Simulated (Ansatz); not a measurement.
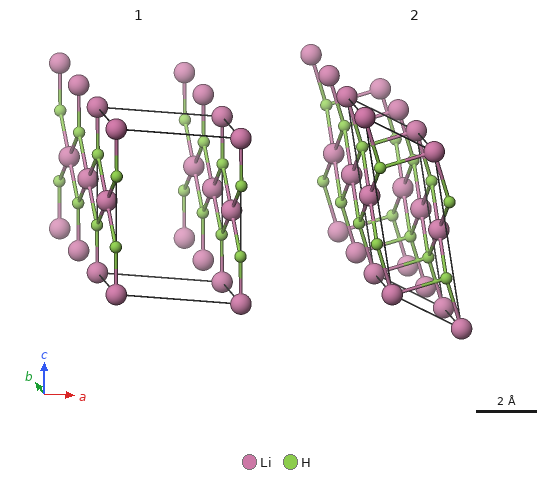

Two geometries of crystalline LiH (a generated structure, set up in P2/m), drawn at one scale. One is the start of a relaxation, the other its converged end. The picture is a ball-and-stick view of the cell of the calculation, repeated 1 × 3 × 1 with one cell outlined, seen slightly off an axis.

Theory: DFT PBE, scalar-relativistic, plane waves, PAW in Ansatz. Set-up: plane-wave cutoff 420 eV; k-point mesh 6 × 10 × 6; occupations gaussian; smearing width 0.02 eV; no spin polarisation; cell and atoms relaxed; force threshold 0.01 eV/Å; at most 80 steps.

Which geometry has the lower energy?

Structure 2 is the relaxed one. Over 19 accepted moves (23 points after the start) the energy falls by 0.476 eV per cell of the calculation. The largest force component goes from 0.014 to 0.0002 eV/Å. The pressure goes from 0.02 to 0.00 GPa. The line search rejected the trial steps at points 15, 17 of the run. The SCF was repeated twice at an unchanged geometry on a basis and grid sized afresh for the cell, which shifted the energy by 0.5 meV per cell of the calculation at most. The largest moves relative to the cell, 0.25 Å, are those of H atoms. Li stays in place. Cell: a 4.367 → 2.752 Å (−37.0 %), b 2.945 → 2.808 Å (−4.6 %), c 5.807 → 6.336 Å (+9.1 %), β 97.7° → 127.7°. Volume −47.7 %. Near-neighbour distances that change, for instance: H–Li 4.445 → 1.931 Å, H–Li 1.667 → 1.875 Å, H–Li 1.923 → 1.937 Å. New bonds form: H–Li (4.44 → 1.93 Å). Bond angles that change, for instance: Li–H–Li 100.0° → 92.9°, H–Li–H 100.0° → 92.9°, H–Li–H 80.0° → 87.1°. The space group stays P2/m (No. 10). The run took 96 s on 1 thread of Arm Neoverse V2, on a shared host, peak memory 0.37 GiB.
